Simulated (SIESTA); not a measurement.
## A series of single points on CuAu

System: CuAu (2 atoms in the cell).
Method: Kohn-Sham DFT of a periodic cell, PBEsol, PseudoDojo 0.4 standard, converted to PSML, no spin polarisation (SIESTA 5.4.2).

The 7 runs differ only in the geometry, by an even scaling of the cell at fixed fractional positions. The structure derives from an entry of the Crystallography Open Database.

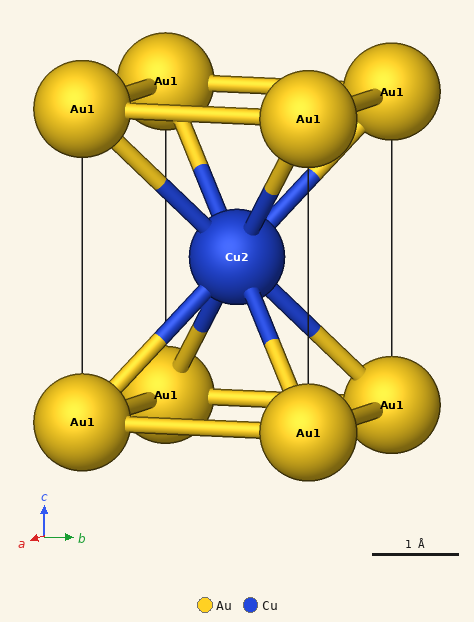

Figure 1. The structure of run 4 (ball-and-stick view of the cell of the calculation, seen slightly off an axis; atoms are numbered from 1 in the order of the input). An atom can appear more than once, as a periodic image.

### Input of run 4
```
SystemName                      CuAu
SystemLabel                     CuAu
NumberOfSpecies                 2
NumberOfAtoms                   2
%block ChemicalSpeciesLabel
  1  79 Au
  2  29 Cu
%endblock ChemicalSpeciesLabel

LatticeConstant                 1.0 Ang
%block LatticeVectors
     2.8107494552     0.0000000000     0.0000000000
     0.0000000000     2.8107494552     0.0000000000
     0.0000000000     0.0000000000     3.6850000000
%endblock LatticeVectors
AtomicCoordinatesFormat         Fractional
%block AtomicCoordinatesAndAtomicSpecies
     0.0000000000     0.0000000000     0.0000000000  1  Au
     0.5000000000     0.5000000000     0.5000000000  2  Cu
%endblock AtomicCoordinatesAndAtomicSpecies

%block kgrid.MonkhorstPack
    9   0   0  0.0
    0   9   0  0.0
    0   0   7  0.0
%endblock kgrid.MonkhorstPack
XC.Functional                   GGA
XC.Authors                      PBEsol
PAO.BasisSize                   DZP
PAO.EnergyShift                 0.003 Ry
Mesh.Cutoff                     800 Ry
OccupationFunction              FD
ElectronicTemperature           0.05 eV
MaxSCFIterations                120
SCF.MustConverge                false
SCF.Mixer.Method                Pulay
SCF.Mixer.Weight                0.25
SCF.Mixer.History               8
SCF.DM.Tolerance                5.0e-05
SCF.H.Tolerance                 1.0e-03 eV
WriteForces                     true
Charge.Mulliken                 end
%block PAO.Basis
  Au 5
  n=5 0 2
    2.662 0.000
  n=6 0 2
    6.968 0.000
  n=5 1 2
    3.170 0.000
  n=6 1 1
    6.968
  n=5 2 2
    5.436 0.000
  Cu 5
  n=3 0 2
    2.374 0.000
  n=4 0 2
    7.224 0.000
  n=3 1 2
    2.662 0.000
  n=4 1 1
    7.224
  n=3 2 2
    4.908 0.000
%endblock PAO.Basis
```

Command:
```bash
siesta CuAu.fdf > CuAu.out 2>&1
```

Run 5 differs from it as follows:
```diff
-     2.8107494552     0.0000000000     0.0000000000
-     0.0000000000     2.8107494552     0.0000000000
-     0.0000000000     0.0000000000     3.6850000000
+     2.8293642325     0.0000000000     0.0000000000
+     0.0000000000     2.8293642325     0.0000000000
+     0.0000000000     0.0000000000     3.7094046847
```

### Results, with one run withheld

| run | volume per atom (Å³) | free energy per atom, from the lowest run given (meV) | pressure (GPa) |
| --- | --- | --- | --- |
| 1 | 13.683 | 13.41 | 8.00 |
| 2 | 13.974 | 2.94 | 3.61 |
| 3 | 14.265 | 0.00 | −0.26 |
| 4 | 14.556 | 3.50 | −3.50 |
| 5 | 14.847 | ? | ? |
| 6 | 15.139 | 26.66 | −9.03 |
| 7 | 15.430 | 45.18 | −11.28 |

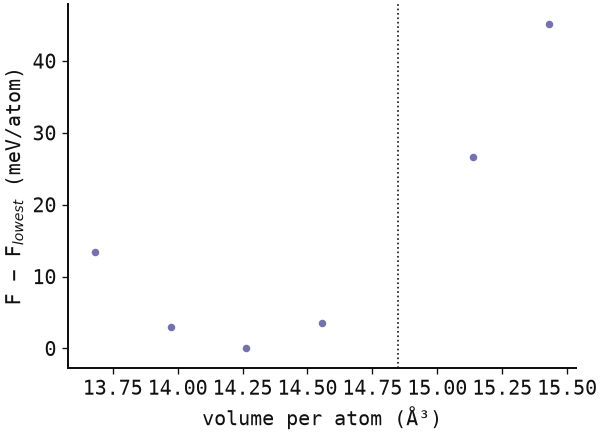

Figure 2. Free energy per atom of the runs given; the dotted line marks run 5.

Estimate the energy of run 5 from the others.

A cubic polynomial in V^(−2/3) (the Birch–Murnaghan form), fitted to the 6 runs given, misses them by at most 0.06 meV per atom. With x = V^(−2/3) − 0.16828 Å⁻², it reads F = 2.0711 − 2235.4 x + 5.917e+05 x² + 2.627e+06 x³ (meV per atom). At run 5 it gives 12.57 meV per atom, and the run itself gives 12.60. The slope of the fit gives a pressure −dF/dV of −6.45 GPa there, and the run prints −6.41 GPa. The fit has its minimum at 14.248 Å³ per atom, where V d²F/dV² gives 175 GPa. Cell shape and fractional positions are held, so this is the stiffness under even scaling; the relaxed bulk modulus wasn't computed.

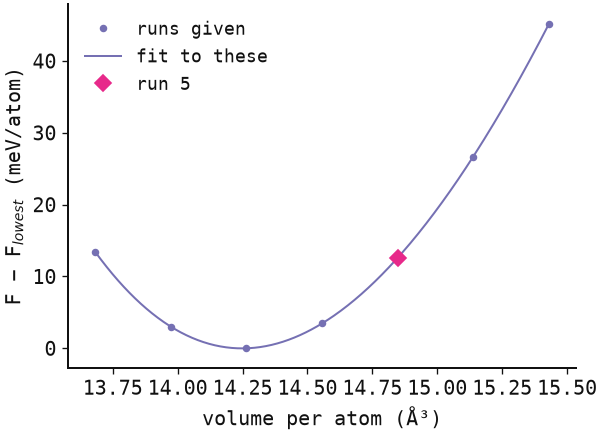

Figure 3. The fit and the withheld run.

### Some lines of the output (run 5)
```
[...]
outcell: Cell volume (Ang**3)        :     29.6949
stepf: Fermi-Dirac step function
siesta: Etot    =     -9152.906954
siesta: FreeEng =     -9152.918230
        iscf     Eharris(eV)        E_KS(eV)     FreeEng(eV)     dDmax    Ef(eV) dHmax(eV)
siesta: E_KS(eV) =            -9166.2063
siesta: E_KS - E_eggbox =     -9166.2063
siesta: Etot    =     -9166.206257
siesta: FreeEng =     -9166.210335
siesta:         Fermi =      -2.491963
siesta: Cell volume =         29.694905 Ang**3
    Orbital volume contribution        =           1.614026 eV
```

Notes: Points of doubt noted for this run: mulliken charges of long orbitals. Spin–orbit coupling is left out, which matters for Au. With a small basis of atomic orbitals these values can differ much from converged plane-wave results.
